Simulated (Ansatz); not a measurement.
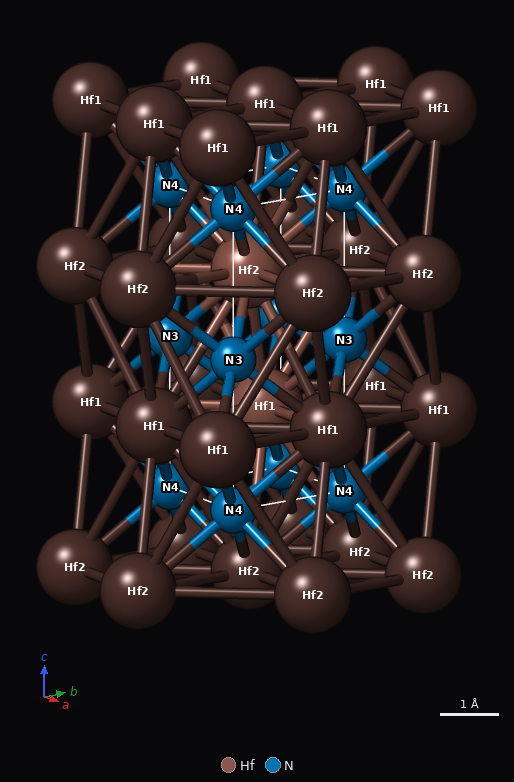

Fig. 1: The structure (ball-and-stick view of the cell of the calculation, seen slightly off an axis; neighbours outside the cell are drawn fainter; atoms are numbered from 1 in the order of the input). An atom can appear more than once, as a periodic image. Near neighbours in the periodic cell (some may lie outside the picture): Hf has 12 Hf at 3.07 to 3.19 Å and 6 N at 2.21 Å; N has 6 Hf at 2.21 Å.

# HfN: a changed input and its effect

System: HfN (P6₃/mmc, 4 atoms in the cell).
Method of run A: Kohn-Sham DFT of a periodic cell, LDA, Ansatz PAW, no spin polarisation (Ansatz 0.2.0).

The structure derives from a Materials Project entry. Text and figures count atoms from 1; the logs count them from 0 in places.

### Input file, run A
```yaml
crystal:
  lattice:
    - [3.0699327642, 0.0, 0.0]
    - [-1.5349663822, 2.6586397618, 0.0]
    - [0.0, 0.0, 5.3061904127]
  atoms:
    - { symbol: Hf, position: [0.3333333333, 0.6666666667, 0.25] }
    - { symbol: Hf, position: [0.6666666667, 0.3333333333, 0.75] }
    - { symbol: "N", position: [0.0, 0.0, 0.5] }
    - { symbol: "N", position: [0.0, 0.0, 0.0] }
hamiltonian:
  xc: lda
  pseudopotentials: { kind: paw }
kpoints:
  mp_grid: { grid: [10, 10, 5] }
scf:
  occupations: { method: fermi_dirac, width: 0.05 }
output:
  forces: true
  stress: true
  eigenvalues: true
```

Launched with:
```bash
ansatz run input.yaml --threads 2 --pin off --max-ram 5632MiB --backend cpu --events-out ev --progress --plain --runs-dir out
```

Hardware: 2 threads of Arm Neoverse V1, 112 GiB of memory available, shared host.

### Output, shortened to warnings, some set-up lines, iterations and results (run A)
```
Basis set: ecut = 420 eV, 845 PW (Γ)
Symmetry: 24 space group operations
k-points: 42 of 500
Initial density: superposition of atomic densities (neutral atoms: chi_scale 0, normalization atom), corrected by the library's trained network
[...]
SCF iter   1: F=—  HF=-31709.144025 eV  |F-HF|=—  |Δ(HF+E_count)|=         —  Δρ=8.20e-3  dr2=2.15e-2  ethr=1.77e-3  ⟨swp⟩=5.5  Hψ=5187  notcnv=0  defer=29
SCF iter   2: F=—  HF=-31709.139331 eV  |F-HF|=—  |Δ(HF+E_count)|=   4.69e-3  Δρ=4.04e-3  dr2=4.08e-3  ethr=3.46e-5  ⟨swp⟩=2.3  Hψ=2482  notcnv=0  defer=43
SCF iter   3: F=—  HF=-31709.138766 eV  |F-HF|=—  |Δ(HF+E_count)|=   5.64e-4  Δρ=1.53e-3  dr2=9.01e-4  ethr=6.57e-6  ⟨swp⟩=2.0  Hψ=2242  notcnv=0  defer=43
SCF iter   4: F=—  HF=-31709.138425 eV  |F-HF|=—  |Δ(HF+E_count)|=   3.42e-4  Δρ=6.39e-4  dr2=1.71e-4  ethr=1.45e-6  ⟨swp⟩=2.0  Hψ=2831  notcnv=0  defer=43
SCF iter   5: F=—  HF=-31709.138386 eV  |F-HF|=—  |Δ(HF+E_count)|=   3.92e-5  Δρ=2.29e-4  dr2=2.19e-5  ethr=2.76e-7  ⟨swp⟩=2.0  Hψ=2417  notcnv=0  defer=43
SCF iter   6: F=—  HF=-31709.138375 eV  |F-HF|=—  |Δ(HF+E_count)|=   1.10e-5  Δρ=4.12e-5  dr2=5.58e-7  ethr=3.53e-8  ⟨swp⟩=2.0  Hψ=2772  notcnv=0  defer=43
SCF iter   7: F=-31709.138375 eV  HF=-31709.138375 eV  |F-HF|=5.86e-8  |Δ(HF+E_count)|=   7.45e-8  Δρ=9.43e-6  dr2=3.69e-8  ethr=1.61e-10  ⟨swp⟩=9.8  Hψ=8029  notcnv=0
SCF 1 converged in 7 iterations: F = -31709.138375 eV  dr2 = 3.69e-8
SCF converged after 7 iterations
Free energy (F): -31709.138375 eV
Harris-Foulkes:  -31709.138375 eV  (|F-HF|=5.86e-8)
Internal energy: -31709.127860 eV  (E = F + TS)
E sigma→0 (E₀):  -31709.133117 eV
Entropy (-TS):   -0.010515 eV (-2.629 meV/atom)
Fermi energy:    24.679081 eV
--- Per-component energies (eV) ---
  E_band       = 442.409674
  E_kinetic    = 1123.944981
  E_local      = -9117.646178  (includes V_loc(G=0)·N_el)
  E_nonlocal   = -2369.351801
  E_hartree    = 4357.117930
  E_xc         = -720.371309
  E_vxc        = -693.603164  (∫ρ·V_xc dr)
  E_paw        = -13610.207319  (= ΣΔE_a)
  E_vpaw       = 2784.837005  (= ΣTr[D̂ρ^β])
  E_aug_tail   = 0.000186  (compensation charges beyond the density's cutoff)
  E_ewald      = -11377.688924
  E_core_change = 5.074573  (= ΣΔE_core)
  E_smearing   = -0.010515  (= −TS)
  E_closure    = -0.000000  (closes the sum)
  Σ components = -31709.138375   (vs F -31709.138375, Δ=0.00e0)
--- Forces (eV/Å), atoms counted from 1 ---
  atom   1  Hf     0.00000000    -0.00000000     0.00000000
  atom   2  Hf    -0.00000000     0.00000000     0.00000000
  atom   3  N     -0.00000000    -0.00000000     0.00000000
  atom   4  N      0.00000000    -0.00000000     0.00000000
  max |Σ_I F_I| component: 1.85e-17 eV/Å
--- Stress (GPa, compression-positive) ---
        9.466253       0.000000      -0.000000
        0.000000       9.466253       0.000000
       -0.000000       0.000000       8.899796
  P = ⅓ Tr σ = 9.2774 GPa (92.774 kbar)
```

The input of run B differs as follows (lines with − go, lines with + come):
```diff
-    - [3.0699327642, 0.0, 0.0]
-    - [-1.5349663822, 2.6586397618, 0.0]
-    - [0.0, 0.0, 5.3061904127]
+    - [3.0915527214, 0.0, 0.0]
+    - [-1.5457763607, 2.6773631939, 0.0]
+    - [0.0, 0.0, 5.343559182]
```

How does run B compare with run A?

With the same functional and potentials, run B lies 8.4 meV per atom lower. The pressure goes from 9.28 to 2.54 GPa. The volume per atom goes from 10.83 to 11.06 Å³. The cell is scaled evenly with the atoms at fixed fractional positions, so −ΔP/Δ ln V estimates the bulk modulus midway between the two volumes: about 320 GPa. The number of SCF iterations is the same. The plane waves at Γ go from 845 to 869.

### Output, shortened to warnings, some set-up lines, iterations and results (run B)
```
Basis set: ecut = 420 eV, 869 PW (Γ)
Symmetry: 24 space group operations
k-points: 42 of 500
Initial density: superposition of atomic densities (neutral atoms: chi_scale 0, normalization atom), corrected by the library's trained network
[...]
SCF iter   1: F=—  HF=-31709.177869 eV  |F-HF|=—  |Δ(HF+E_count)|=         —  Δρ=8.11e-3  dr2=2.20e-2  ethr=1.77e-3  ⟨swp⟩=5.3  Hψ=5190  notcnv=0  defer=30
SCF iter   2: F=—  HF=-31709.173161 eV  |F-HF|=—  |Δ(HF+E_count)|=   4.71e-3  Δρ=4.02e-3  dr2=4.29e-3  ethr=3.56e-5  ⟨swp⟩=2.3  Hψ=2510  notcnv=0  defer=44
SCF iter   3: F=—  HF=-31709.172488 eV  |F-HF|=—  |Δ(HF+E_count)|=   6.73e-4  Δρ=1.54e-3  dr2=9.64e-4  ethr=6.93e-6  ⟨swp⟩=2.0  Hψ=2236  notcnv=0  defer=44
SCF iter   4: F=—  HF=-31709.172127 eV  |F-HF|=—  |Δ(HF+E_count)|=   3.61e-4  Δρ=6.37e-4  dr2=1.82e-4  ethr=1.55e-6  ⟨swp⟩=2.0  Hψ=2831  notcnv=0  defer=44
SCF iter   5: F=—  HF=-31709.172077 eV  |F-HF|=—  |Δ(HF+E_count)|=   5.05e-5  Δρ=2.36e-4  dr2=2.38e-5  ethr=2.94e-7  ⟨swp⟩=2.0  Hψ=2435  notcnv=0  defer=44
SCF iter   6: F=—  HF=-31709.172065 eV  |F-HF|=—  |Δ(HF+E_count)|=   1.22e-5  Δρ=4.12e-5  dr2=5.69e-7  ethr=3.84e-8  ⟨swp⟩=2.0  Hψ=2700  notcnv=0  defer=44
SCF iter   7: F=-31709.172065 eV  HF=-31709.172065 eV  |F-HF|=6.60e-8  |Δ(HF+E_count)|=   4.33e-8  Δρ=9.31e-6  dr2=3.77e-8  ethr=1.61e-10  ⟨swp⟩=9.9  Hψ=8010  notcnv=0
SCF 1 converged in 7 iterations: F = -31709.172065 eV  dr2 = 3.77e-8
SCF converged after 7 iterations
Free energy (F): -31709.172065 eV
Harris-Foulkes:  -31709.172065 eV  (|F-HF|=6.60e-8)
Internal energy: -31709.161015 eV  (E = F + TS)
E sigma→0 (E₀):  -31709.166540 eV
Entropy (-TS):   -0.011049 eV (-2.762 meV/atom)
Fermi energy:    24.141176 eV
--- Per-component energies (eV) ---
  E_band       = 407.509594
  E_kinetic    = 1120.236720
  E_local      = -9238.497048  (includes V_loc(G=0)·N_el)
  E_nonlocal   = -2369.956759
  E_hartree    = 4400.532378
  E_xc         = -719.192537
  E_vxc        = -692.083144  (∫ρ·V_xc dr)
  E_paw        = -13609.236466  (= ΣΔE_a)
  E_vpaw       = 2786.750705  (= ΣTr[D̂ρ^β])
  E_aug_tail   = 0.000186  (compensation charges beyond the density's cutoff)
  E_ewald      = -11298.122063
  E_core_change = 5.074573  (= ΣΔE_core)
  E_smearing   = -0.011049  (= −TS)
  E_closure    = -0.000000  (closes the sum)
  Σ components = -31709.172065   (vs F -31709.172065, Δ=0.00e0)
--- Forces (eV/Å), atoms counted from 1 ---
  atom   1  Hf     0.00000000    -0.00000000     0.00000000
  atom   2  Hf     0.00000000     0.00000000     0.00000000
  atom   3  N      0.00000000     0.00000000     0.00000000
  atom   4  N      0.00000000     0.00000000    -0.00000000
  max |Σ_I F_I| component: 1.85e-17 eV/Å
--- Stress (GPa, compression-positive) ---
        2.756336       0.000000       0.000000
        0.000000       2.756336       0.000000
        0.000000       0.000000       2.107923
  P = ⅓ Tr σ = 2.5402 GPa (25.402 kbar)
```

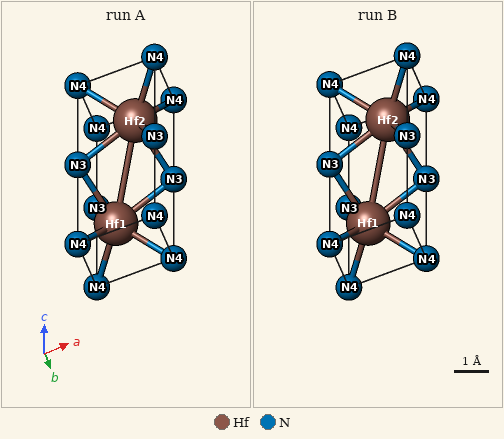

Fig. 2: The two input geometries at one scale (ball-and-stick view of the cell of the calculation, seen at an oblique angle). The atoms keep their places relative to the cell (all moves are under 0.005 Å). The drawn cell changes as follows: a = b 3.070 → 3.092 Å (+0.7 %), c 5.306 → 5.344 Å (+0.7 %); the volume changes by +2.1 %. Among the contacts that change: Hf1–Hf2 3.191 → 3.213 Å, Hf1–Hf1 3.070 → 3.092 Å, Hf1–N3 2.214 → 2.229 Å.

### The two runs side by side

| quantity | run A | run B |
| --- | --- | --- |
| outcome | converged | converged |
| free energy per atom (eV) | −7927.2846 | −7927.2930 |
| energy per atom, smearing taken to zero (eV) | −7927.2833 | −7927.2916 |
| gap on the mesh (eV) | 0.00 | 0.00 |
| pressure (GPa) | 9.28 | 2.54 |
| volume per atom (Å³) | 10.83 | 11.06 |
| largest force (eV/Å) | 0.000 | 0.000 |
| SCF iterations | 7 | 7 |
| irreducible k-points | 42 | 42 |
| plane waves at Γ | 845 | 869 |
| wall time (shared host) | 3 s | 2.5 s |

For both runs: Spin–orbit coupling is left out, which matters for Hf. For run A: The cell is under a pressure of 9.3 GPa at this level, so it is not at its equilibrium volume.
